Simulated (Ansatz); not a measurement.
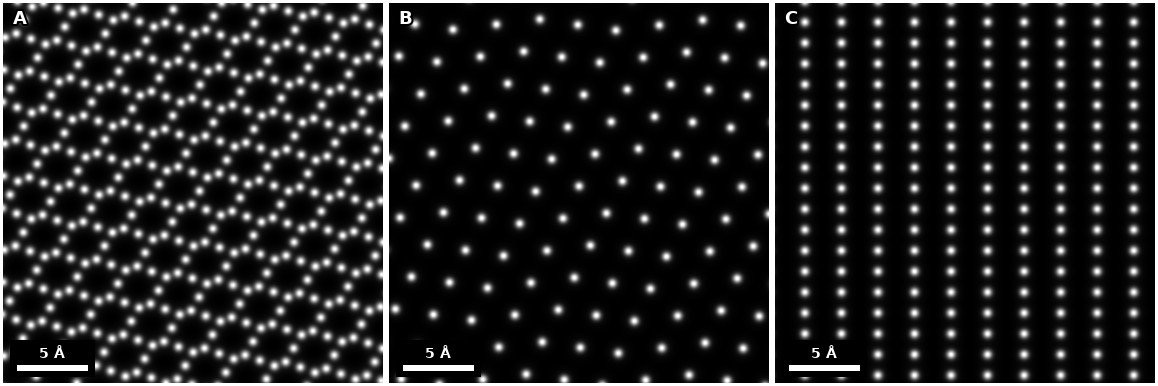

Three views of Ta (P6_3/mmc, No. 194) along different zone axes. The image is simulated as a sum over atoms of Z^1.7, blurred by a 0.50 Å probe (no channelling). The probe carries 25 % of its weight in a tail 2.5 times as wide. Model: the geometry relaxed with DFT, BLYP, plane waves (420 eV) with PAW, scalar-relativistic (Ansatz 0.2.0); the starting structure was generated, so it need not be a known form of this composition.

```
CELL_PARAMETERS angstrom
2.94126 0.00000 0.00000
-1.47063 2.54720 0.00000
0.00000 0.00000 10.34860
ATOMIC_POSITIONS crystal
Ta 0.00000 0.00000 0.00000
Ta 0.00000 0.00000 0.50000
Ta 0.33333 0.66667 0.25000
Ta 0.66667 0.33333 0.75000
```

Match the panels to the zone axes [100], [101] and [210].

Answer. A is [101]: projected cell 2.83 × 2.91 Å, 119°, plane group c2mm. B is [100]: projected cell 2.55 × 10.35 Å, 90°, plane group p2mg. C is [210]: projected cell 1.47 × 2.59 Å, 90°, plane group p2mm.
